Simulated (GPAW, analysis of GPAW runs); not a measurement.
**Hyperfine coupling of the N2V- centre in diamond (PBE) (GPAW)**

Subject: N2V- centre in diamond. Wanted: its hyperfine coupling, in one set-up (PBE, plane waves 500 eV, 64-site cell, PBE lattice, k: the zone centre alone). The model is a cell of 64 host atoms with 1 site emptied, N put on another atom's site and N put on another atom's site. The isotropic coupling follows from the spin density at the nucleus, the nuclear g-factor and the total spin. This set-up takes another sampling or smearing than the usual one for this cell.

Measured beforehand: 15N, isotropic: 4.02 MHz, by EPR (“Electron paramagnetic resonance of the N2V− defect in 15N-doped synthetic diamond”, 2015, B. L. Green et al.). 13C, the two neighbours of the vacancy, isotropic: 240.7 MHz, by EPR (“Electron paramagnetic resonance of the N2V− defect in 15N-doped synthetic diamond”, 2015, B. L. Green et al.). The runs below try to reproduce this.

Program: GPAW 26.7.0. Level of theory: GPAW plane-wave PAW DFT, PBE; relaxation of all atoms of a defect supercell. Results are calculated unless marked as measured.

### 1. Set-up

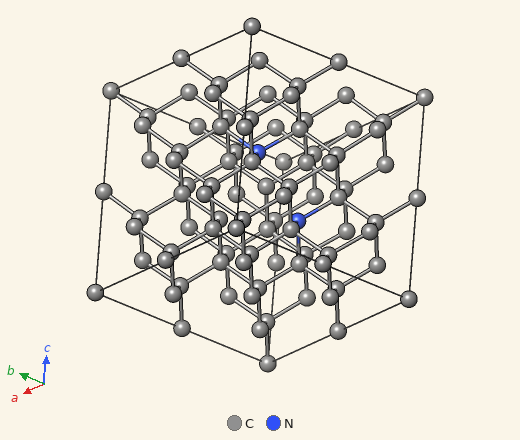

The cell as given, from a free direction (carbon grey, nitrogen blue). Bonds to atoms that aren't drawn are left out. Some periodic images of atoms are drawn too.

The cell holds 63 atoms: 61 C and 2 N. Its edges and angles: a = 7.144 Å, b = 7.144 Å, c = 7.144 Å, α = 90.0°, β = 90.0°, γ = 90.0°. It derives from C (space group Fd-3m). Nearest the centre at fractional (0.375, 0.375, 0.375): C48 at 1.53 Å, C41 at 1.55 Å, N4 at 1.56 Å, N26 at 1.56 Å, C45 at 2.51 Å, C52 at 2.51 Å, C14 at 2.51 Å, C13 at 2.52 Å. The cell carries charge −1.

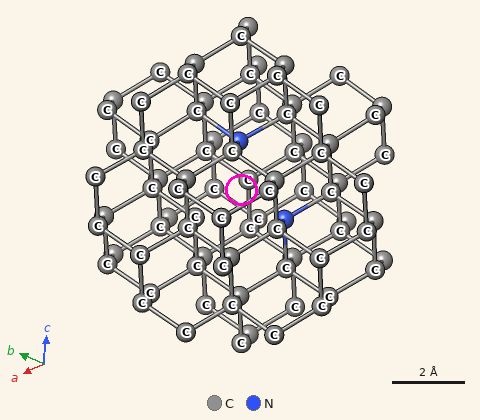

The atoms within 5 Å of the centre. A ring marks the centre wherever it is empty.

The host's primitive cell comes from a first run (GPAW plane-wave PAW DFT, PBE; relaxation of cell and atoms of a defect-free cell): vectors of 2.526, 2.526 and 2.526 Å. That is 5.70 Å³ an atom, 0.4 % over the diffraction cell's volume. The supercell is built on it.

### 2. Relaxation, charge −1

Every later number rests on the structure around the defect, so the atoms are relaxed at the host's lattice first.

Contents of run.py:

```python
import numpy as np
from ase.io import read, write
from ase.parallel import parprint, world
from gpaw import GPAW, PW
from ase.optimize import BFGS

atoms = read('POSCAR')
magmoms = np.zeros(len(atoms))
magmoms[[3, 25, 40, 47]] = 1 / 4
atoms.set_initial_magnetic_moments(magmoms)
calc = GPAW(mode=PW(500),
            xc='PBE',
            kpts={'size': (1, 1, 1), 'gamma': True},
            charge=-1,
            occupations={'name': 'fermi-dirac', 'width': 0.01, 'fixmagmom': True},
            nbands=136,
            convergence={'density': 1e-05, 'forces': 0.001},
            maxiter=150,
            symmetry='off',
            txt='gpaw.txt')
atoms.calc = calc
opt = BFGS(atoms, trajectory='relax.traj', logfile='-')
done = opt.run(fmax=0.02, steps=80)
parprint('Converged:', done)
energy = atoms.get_potential_energy()
forces = atoms.get_forces()
parprint(f'Energy: {energy:.6f} eV, largest force {np.linalg.norm(forces, axis=1).max():.4f} eV/A')
calc.write('gs.gpw')
write('final.xyz', atoms)
parprint('Moments:', atoms.get_magnetic_moments().round(3))
for s in range(calc.get_number_of_spins()):
    parprint('Levels (eV), spin', s, calc.get_eigenvalues(kpt=0, spin=s)[-16:].round(3))
```

Contents of POSCAR:

```
C  N  C  N  C 
 1.0000000000000000
     7.1439157092096872   -0.0000000000000009   -0.0000000000000000
     0.0000000000000000    7.1439157092096899   -0.0000000000000000
    -0.0000000000000009   -0.0000000000000009    7.1439157092096899
 C   N   C   N   C  
   3   1  21   1  37
Direct
 -0.0024423288817241  0.0013263624645391  0.2503368507226835
  0.0011600365689381  0.2497888858372300  0.0025391780864806
  0.2484545595425785  0.0018167693354844  0.0014658243543256
  0.2472592220344456  0.2494624272610047  0.2498080994406927
  0.1264064672380145  0.1230923039735542  0.3735099587044947
  0.1236217553696421  0.3773425961094956  0.1243289099315422
  0.3743701876563381  0.1247528550319716  0.1222833967003699
  0.0024317218605268 -0.0009174257156428  0.7489594540093268
 -0.0011031875214580  0.2483716359729821  0.4980077447271599
  0.2496430183512346 -0.0016358844746288  0.4977563156103766
  0.2526190272687562  0.2508751570927540  0.7495390496004413
  0.1242136516310081  0.1269097430128393  0.8768900301094398
  0.1242907507212790  0.3727388095101279  0.6235094762760243
  0.3757172580738477  0.1276662672890741  0.6245371441146836
  0.3730608366378100  0.3768859127807541  0.8742784354522307
  0.0020547413190369  0.4998117556294634  0.2518921632485048
  0.0003963567614636  0.7485787467699336  0.0023792054026642
  0.2519894215693594  0.4980556319517147 -0.0003151368905992
  0.2483908506665345  0.7481197781532513  0.2486911541887730
  0.1235035100143245  0.6258352304833897  0.3727862734402014
  0.1250569779985014  0.8770323258837154  0.1230754008942882
  0.3757401616641142  0.6233402197497157  0.1228704536169850
  0.3743910607268806  0.8732287092425542  0.3729192789815006
 -0.0025806279811107  0.4994976775854859  0.7509621364585837
 -0.0021768363461395  0.7511566917822439  0.4986729270472259
  0.2494648150398028  0.5025827542774371  0.5009384222969534
  0.2473470017976990  0.7500334237438208  0.7491066033968519
  0.1250298101280745  0.6274654826089544  0.8736740349549725
  0.1236507329619105  0.8759652156903303  0.6227448914466762
  0.3738177641154435  0.6256973557205110  0.6274400183486953
  0.3743854308830435  0.8771910247239830  0.8766307640401764
  0.5011998677777638  0.0011259283178218  0.2522650127941463
  0.4982092167064754  0.2500602850522942 -0.0021510775737544
  0.7478333240512964 -0.0015780440367415 -0.0008080629088863
  0.7526150346339769  0.2503413219347755  0.2490604408083262
  0.6271926984349193  0.1267105617961904  0.3753220675992081
  0.6235053217642164  0.3757696593418841  0.1227614203137366
  0.8742054919334701  0.1247402706044958  0.1223281139021782
  0.8775738073385349  0.3752579253932081  0.3760708249088242
  0.4979970510345438 -0.0019525162752700  0.7498835984833411
  0.4979610238552027  0.2498681986363949  0.5019138655227280
  0.7475347157059096 -0.0013040625309805  0.5002438613412016
  0.7486506405941968  0.2482451038922338  0.7517138391250264
  0.6227862533395025  0.1262926887994545  0.8761251480293831
  0.6236667677742439  0.3749418308589321  0.6225389461681295
  0.8748664568149421  0.1258372402648676  0.6276681212131422
  0.8757133291019275  0.3725075746898135  0.8760567187941712
  0.4972034916022036  0.4998755527813210  0.2499584285542923
  0.5019900824175406  0.7519536203150747  0.0002462103811749
  0.7474709671006318  0.4989479250029035  0.0005786236069352
  0.7523201749147247  0.7511308975827722  0.2489157779003163
  0.6240949956814362  0.6224245477377366  0.3743789600054727
  0.6246337981419422  0.8755060043460038  0.1222709830993828
  0.8755827401267522  0.6223338473176789  0.1243757233836444
  0.8723766490412180  0.8743214513741605  0.3757037605805138
  0.4984987791667434  0.4989010300118200  0.7520919553873497
  0.5010436859174083  0.7491488635965798  0.4975456239953840
  0.7522003323520907  0.5006289636666459  0.4983873562337510
  0.7525617867511468  0.7507945083852401  0.7508022997941264
  0.6248472922288957  0.6277029517237788  0.8757130274861157
  0.6266182644360337  0.8729514257676387  0.6260110590616468
  0.8747986269422340  0.6254397224015934  0.6222425064777392
  0.8767604172631279  0.8739223594180819  0.8768913746060087
```

Started as:

```bash
OMP_NUM_THREADS=1 mpirun -n 4 gpaw python run.py > stdout
```

What it wrote:

```text
__  _  _
 | _ |_)|_||  |
 |__||  | ||/\| - 26.7.0

Input parameters:
  mode=PW(ecut=500.0),
  charge=-1,
  convergence={'density': 1e-05, 'forces': 0.001},
  kpts=MonkhorstPack(size=(1, 1, 1), gamma=True),
  maxiter=150,
  nbands=136,
  occupations=Occupations(name='fermi-dirac', width=0.01, fixmagmom=True),
  symmetry=Symmetry(point_group=False, time_reversal=False),
  xc=XC(name='PBE')

Diagonalizing LCAO Hamiltonian
Converting LCAO to pw mode

                 C        C
            C  C     C C
         C   C C  C   C C
          C  C  C C  C   C
          CC     C C      C
       C    C C C    CCC
        C      C C     CC
         CCC C    C C C
          C N   C  C C   C
       C   C  C C  C  C
        C     C  C     C
           C        C

Atoms  # Å, Bohr magnetons
|    | symbol |         x |         y |         z |    initial magnetic moments |
|----|--------|-----------|-----------|-----------|-----------------------------|
|  0 |      C | -0.017448 |  0.009475 |  1.788385 | ( 0.0000,  0.0000,  0.0000) |
|  1 |      C |  0.008287 |  1.784471 |  0.018140 | ( 0.0000,  0.0000,  0.0000) |
|  2 |      C |  1.774938 |  0.012979 |  0.010472 | ( 0.0000,  0.0000,  0.0000) |
|  3 |      N |  1.766399 |  1.782139 |  1.784608 | ( 0.0000,  0.0000,  0.2500) |
|  4 |      C |  0.903037 |  0.879361 |  2.668324 | ( 0.0000,  0.0000,  0.0000) |
|  5 |      C |  0.883143 |  2.695704 |  0.888195 | ( 0.0000,  0.0000,  0.0000) |
|  6 |      C |  2.674469 |  0.891224 |  0.873582 | ( 0.0000,  0.0000,  0.0000) |
|  7 |      C |  0.017372 | -0.006554 |  5.350503 | ( 0.0000,  0.0000,  0.0000) |
|  8 |      C | -0.007881 |  1.774346 |  3.557725 | ( 0.0000,  0.0000,  0.0000) |
|  9 |      C |  1.783429 | -0.011687 |  3.555929 | ( 0.0000,  0.0000,  0.0000) |
| 10 |      C |  1.804689 |  1.792231 |  5.354644 | ( 0.0000,  0.0000,  0.0000) |
[...]
| 25 |      N |  1.782156 |  3.590409 |  3.578662 | ( 0.0000,  0.0000,  0.2500) |
[...]
Unit cell  # Å
| periodic |         x |         y |         z |  lengths |    angles |
|----------|-----------|-----------|-----------|----------|-----------|
|      yes |  7.143916 | -0.000000 | -0.000000 | 7.143916 | 90.000000 |
|      yes |  0.000000 |  7.143916 | -0.000000 | 7.143916 | 90.000000 |
|      yes | -0.000000 | -0.000000 |  7.143916 | 7.143916 | 90.000000 |

Number of symmetries: 1
Symmetry operations  # r_c * U_cc + t_c -> r_c
|   | kind |            matrix            |
|---|------|------------------------------|
| 0 |  E   |  1, 0, 0,  0, 1, 0,  0, 0, 1 |

BZ-sampling:
  Number of BZ points: 1
  Number of IBZ points: 1

  Monkhorst-Pack size: [1, 1, 1]
  Monkhorst-Pack shift: [0, 0, 0]

K-points  # in reciprocal-cell coordinates
|   |                                coordinates |     weight |
|---|--------------------------------------------|------------|
| 0 | (  0.00000000,   0.00000000,   0.00000000) | 1.00000000 |

Plane wave coefficients: 4586
Cutoff: 500.0 eV

Spin-components: 2 (collinear spins)
Bands:           136
Projectors:      315
Spin-degeneracy: 1
Datatype:        float64

Density:
  Valence electrons: 254.0
  Components: 2
  Grid points: [40 40 40]
  Charge: -1.0  # |e|

Potential:
  Grid points: [40 40 40]

species:
  C:
    name:    Carbon
    Z:       6.0
    valence: 4
    core:    2
    charge:  0.0  # [|e|]
    compensation charges:
      type: gauss
      rc: 0.20  # [Å]
      lmax: 2
    cutoffs:
      filter: 1.14  # [Å]
      core: 1.14  # [Å]
    projectors
    | kind |    occ | energy [eV] | rcut [Å] |
    |------|--------|-------------|----------|
    |   2s |  2.000 |     -13.751 |    0.635 |
    |   2p |  2.000 |      -5.284 |    0.635 |
    |    s |        |      13.461 |    0.635 |
    |    p |        |      21.927 |    0.635 |
    |    d |        |       0.000 |    0.635 |

    Using partial waves for C as LCAO basis

  N:
    name:    Nitrogen
    Z:       7.0
    valence: 5
    core:    2
    charge:  0.0  # [|e|]
    compensation charges:
      type: gauss
      rc: 0.18  # [Å]
      lmax: 2
    cutoffs:
      filter: 1.11  # [Å]
      core: 0.96  # [Å]
    projectors
    | kind |    occ | energy [eV] | rcut [Å] |
    |------|--------|-------------|----------|
    |   2s |  2.000 |     -18.583 |    0.603 |
    |   2p |  3.000 |      -7.089 |    0.529 |
    |    s |        |       8.629 |    0.603 |
    |    p |        |      20.123 |    0.529 |
    |    d |        |       0.000 |    0.577 |

    Using partial waves for N as LCAO basis

Reference energy: -65648.758053  # eV

eigensolver:
  PPCG
  Converge bands: occupied
  niter=2

density mixing:
  MSR1-Mixer
  Pratt-step length: 0.05
  Maximum mixing coefficient: 0.75
  Old densities: 10
  SVD Regularization: 0.005
  Good broyden scale: 1.0
  Trust region scale: 1.0
  Backstep threshold: 4.0
  History deletion threshold: 6.0
  Fourier metric: weight=20.0, sigma=0.015

occupation numbers:
  Fixed magnetic moment: 1.000
  Fermi-Dirac:
    width: 0.0100  # eV

poisson solver:
  ecut: 4000.0  # eV
  uniform background charge: -1.0  # electrons

xc functional:
  name: PBE with 2 nearest neighbor stencil

Initialization done in: 13.754 s

convergence criteria:
[...]
|iter:   1| | -545.405274c| -5.01 |       |      |  +0.9996|
|iter:   2| | -545.405247c| -6.70 | -3.74 |      |  +0.9996|
|iter:   3| | -545.405171c| -5.84 | -3.79 |      |  +0.9998|
|iter:   4| | -545.405166c| -7.02 | -4.12 |      |  +0.9999|
|iter:   5| | -545.405165c| -7.57c| -4.43 |      |  +0.9999|
|iter:   6| | -545.405165c| -7.66c| -4.74 |      |  +1.0000|
|iter:   7| | -545.405165c| -8.07c| -5.07c|-1.67 |  +1.0000|
|iter:   8| | -545.405165c| -8.71c| -5.35c|-3.19c|  +1.0000|

Converged in 8 steps
SCF loop duration: 15.957 s (1.995 s/step)
Energy contributions relative to reference atoms: (reference = -65648.758053)

Energy contributions:
  Kinetic:         538.162397
  Coulomb:        -473.152637
  Zero:              0.554023
  External:          0.000000
  Xc:             -610.968949
  Entropy:          -0.000000
  Spinorbit:         0.000000
  ----------------------------
  Free energy:    -545.405165
  Extrapolated:   -545.405165

dipole moment: (-3.747038, -3.077432, 24.744880)  # |e|*Ang

Total magnetic moment: (0.000000, 0.000000, 0.999997)

Local magnetic moments
|        x |        y |         z |
|----------|----------|-----------|
[...]
Fermi levels: 15.385, 14.538
Eigenvalues  # (at kpt = [0.000, 0.000, 0.000])
| band index |      eig [eV] | occ [0-1] |      eig [eV] | occ [0-1] |
|------------|---------------|-----------|---------------|-----------|
[...]
|        ... |               |           |               |           |
[...]
Gap: 1.064 eV
Transition (v -> c):
  (s=1, k=0, n=127, [0.00, 0.00, 0.00]) -> (s=0, k=0, n=128, [0.00, 0.00, 0.00])
No difference between direct/indirect transitions

Forces  # eV/Ang
|        x |        y |        z |
|----------|----------|----------|
[...]
C        C
            C  C     C C
         C   C C  C   C C
          C C   C C  C   C
          CC     C C      C
       C    CNC C    CCC
        C      C C    CCC
         CCC C    C C
          C N   C  C C   C
       C   C  C C  C  C
        C     C  C     C
           C        C

Atoms  # Å, Bohr magnetons
|    | symbol |         x |         y |         z |    initial magnetic moments |
|----|--------|-----------|-----------|-----------|-----------------------------|
[...]
|  3 |      N |  1.700417 |  1.701831 |  1.700040 | ( 0.0000,  0.0000,  0.0012) |
[...]
| 25 |      N |  1.700556 |  3.655997 |  3.654245 | ( 0.0000,  0.0000,  0.0012) |
[...]
| 58 |      C |  5.350491 |  5.356802 |  5.354957 | ( 0.0000,  0.0000,  0.0003) |
| 59 |      C |  4.456640 |  4.463140 |  6.243627 | ( 0.0000,  0.0000, -0.0009) |
| 60 |      C |  4.456476 |  6.245487 |  4.461364 | ( 0.0000,  0.0000, -0.0009) |
| 61 |      C |  6.242396 |  4.466392 |  4.464622 | ( 0.0000,  0.0000, -0.0009) |
| 62 |      C |  6.247176 |  6.250885 |  6.249163 | ( 0.0000,  0.0000,  0.0004) |

Unit cell  # Å
| periodic |         x |         y |         z |  lengths |    angles |
|----------|-----------|-----------|-----------|----------|-----------|
|      yes |  7.143916 | -0.000000 | -0.000000 | 7.143916 | 90.000000 |
|      yes |  0.000000 |  7.143916 | -0.000000 | 7.143916 | 90.000000 |
|      yes | -0.000000 | -0.000000 |  7.143916 | 7.143916 | 90.000000 |

Initialization done in: 1.376 s

convergence criteria:
- Maximum integral of absolute [dens]ity change: 1e-05 electrons / valence electron
- Maximum change in the atomic [forces] across last 2 cycles: 0.001 eV/Ang OR
Maximum error relative to the maximum force is below inf
- Maximum [total energy] change in last 3 cyles: 0.0005 eV / valence electron
- Maximum integral of absolute [eigenst]ate change: 4e-08 eV^2 / valence electron
maximum number of iterations: 150

SCF iterations
|iter     | |      energy | eigst |  dens |force |  magmom |
|---------|-|-------------|-------|-------|------|---------|
|iter:   1| | -545.405314c| -5.49 |       |      |  +0.9997|
|iter:   2| | -545.405306c| -7.18 | -3.94 |      |  +0.9997|
|iter:   3| | -545.405279c| -6.38 | -3.99 |      |  +0.9998|
|iter:   4| | -545.405277c| -7.52c| -4.37 |      |  +0.9999|
|iter:   5| | -545.405277c| -7.72c| -4.68 |      |  +1.0000|
|iter:   6| | -545.405277c| -8.08c| -5.10c|-1.91 |  +1.0000|
|iter:   7| | -545.405277c| -8.64c| -5.42c|-2.96 |  +1.0000|
|iter:   8| | -545.405277c| -9.05c| -5.71c|-3.32c|  +1.0000|

Converged in 8 steps
SCF loop duration: 17.228 s (2.153 s/step)
Energy contributions relative to reference atoms: (reference = -65648.758053)

Energy contributions:
  Kinetic:         538.128671
  Coulomb:        -473.126488
  Zero:              0.554008
  External:          0.000000
  Xc:             -610.961469
  Entropy:          -0.000000
  Spinorbit:         0.000000
  ----------------------------
  Free energy:    -545.405277
  Extrapolated:   -545.405277

dipole moment: (-3.744012, -3.074187, 24.751630)  # |e|*Ang

Total magnetic moment: (0.000000, 0.000000, 0.999998)

Local magnetic moments
|        x |        y |         z |
|----------|----------|-----------|
[...]
Fermi levels: 15.385, 14.538
Eigenvalues  # (at kpt = [0.000, 0.000, 0.000])
| band index |      eig [eV] | occ [0-1] |      eig [eV] | occ [0-1] |
|------------|---------------|-----------|---------------|-----------|
[...]
|        ... |               |           |               |           |
[...]
|        131 |        16.123 |     0.000 |        16.128 |     0.000 |
|        132 |        16.185 |     0.000 |        16.197 |     0.000 |
|        133 |        16.211 |     0.000 |        16.252 |     0.000 |
|        134 |        16.396 |     0.000 |        16.408 |     0.000 |
|        135 |        16.565 |     0.000 |        16.573 |     0.000 |

Gap: 1.062 eV
Transition (v -> c):
  (s=1, k=0, n=127, [0.00, 0.00, 0.00]) -> (s=0, k=0, n=128, [0.00, 0.00, 0.00])
No difference between direct/indirect transitions

Forces  # eV/Ang
|        x |        y |        z |
|----------|----------|----------|
[...]
| -0.00029 |  0.00015 |  0.00103 |  # C   58
| -0.00462 | -0.00255 | -0.00001 |  # C   59
|  0.00035 | -0.00413 | -0.00477 |  # C   60
| -0.00136 | -0.00190 | -0.00327 |  # C   61
|  0.00015 |  0.00011 |  0.00051 |  # C   62

# Writing to gs.gpw (mode='')
```

Wall time 4.2 min (4 MPI ranks of Intel Xeon Platinum 8375C at 2.90GHz (Ice Lake), shared host); peak memory 1.6 GiB.

Relaxation path:

| step | energy less that of the first step (eV) |
| --- | --- |
| 0 | 0.0000 |
| 1 | -1.0547 |
| 2 | -1.4473 |
| 3 | -1.5336 |
| 4 | -1.5649 |
| 5 | -1.5703 |
| 6 | -1.5725 |
| 7 | -1.5730 |
| 8 | -1.5733 |
| 9 | -1.5734 |

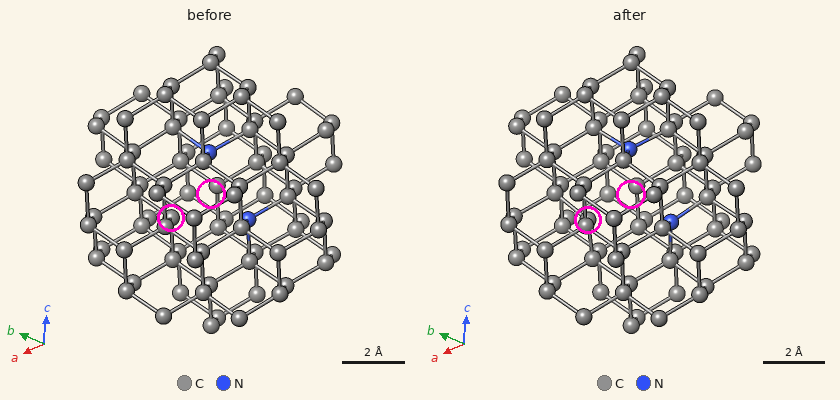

Before and after: the atoms that start within 5 Å of the centre. C48, which moves most, is ringed if it is among them. A ring with no atom in it marks the empty centre.

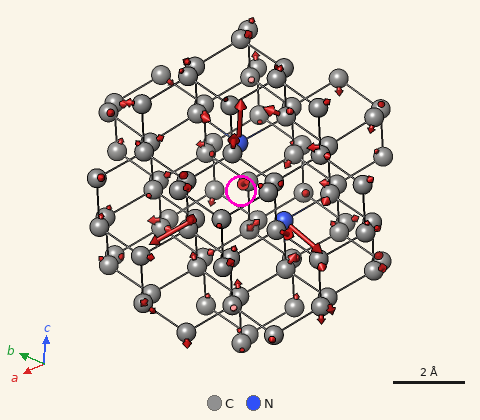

Displacements in the relaxation near the centre, exaggerated; the longest in the cell stands for 0.13 Å. A ring marks the centre wherever it is empty.

The atoms that moved most (Å):

```csv
atom,dx,dy,dz,length
C48,0.106,0.059,-0.059,0.135
N4,-0.066,-0.080,-0.085,0.134
N26,-0.082,0.066,0.076,0.129
C41,0.100,-0.057,0.042,0.123
C6,0.012,-0.059,0.009,0.061
C13,0.008,0.058,0.003,0.059
C20,0.013,-0.011,0.056,0.059
C22,0.009,-0.016,0.042,0.046
```

The atoms nearest to the centre after the run:

| atom | distance (Å) |
| --- | --- |
| C41 | 1.662 |
| C48 | 1.664 |
| N26 | 1.692 |
| N4 | 1.694 |
| C14 | 2.484 |
| C22 | 2.487 |
| C45 | 2.512 |
| C52 | 2.513 |
| C36 | 2.513 |
| C37 | 2.515 |
| C13 | 2.519 |
| C30 | 2.519 |
| C20 | 2.520 |
| C5 | 2.520 |
| C6 | 2.522 |
| C7 | 2.522 |

This step gave:

| Quantity | Value |
| --- | --- |
| total moment | 1.0000 μB |

First to last step the energy falls by 1.573 eV; the largest move, 0.13 Å, is that of C48 and 1 other atom alike.

(Continued in part 2 of 2.)

[Logs are printed without paths, hosts, clocks, repeated set-up lines and the standing remarks that a program may print on its own settings, such as how far it seeks lower states.]

[Hosts, paths, dates, database ids (printed as entryN), source tags and the programs' standing remarks are cut or masked in the printed files.]

[For some hosts the program warned that the k-mesh of the response run may be too coarse for force constants and the static dielectric constant; such warnings are not shown here.]
